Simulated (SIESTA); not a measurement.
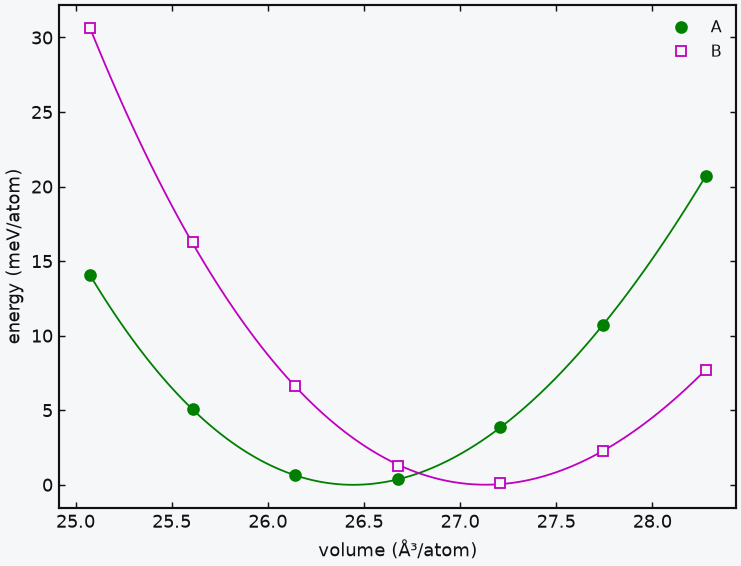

The figure compares two calculations of the energy against volume, each curve from its own zero. The first is for SnSe, space group Pnma (No. 62).

The cell holds 8 atoms.

Calculation (SIESTA 5.4.2): DFT in numerical atomic orbitals with pseudopotentials, no spin polarisation; energies at scaled volumes of the given cell, shape and fractions fixed, counted from the fit's minimum, third-order Birch-Murnaghan fit. Level: PBEsol.

k mesh 2×4×4; occupations Fermi–Dirac; smearing width 0.05 eV; potentials PseudoDojo 0.4 standard, converted to PSML, two zetas on semicore shells; program settings basis DZP, mesh cutoff 500 Ry.

In the second, the level changes from PBEsol to LDA.

> Which of A and B is the second calculation, and what did the change do?

A. The equilibrium volume falls from 27.13 to 26.44 Å³/atom (−2.5 %) and the bulk modulus rises from 54.9 to 58.3 GPa (+6.2 %).

For both, limits of the calculation: mulliken charges of long orbitals; shape and atomic fractions are frozen while scaling, which makes layered, chain and framework solids too stiff.

V0 and the bulk modulus come from third-order Birch–Murnaghan fits.
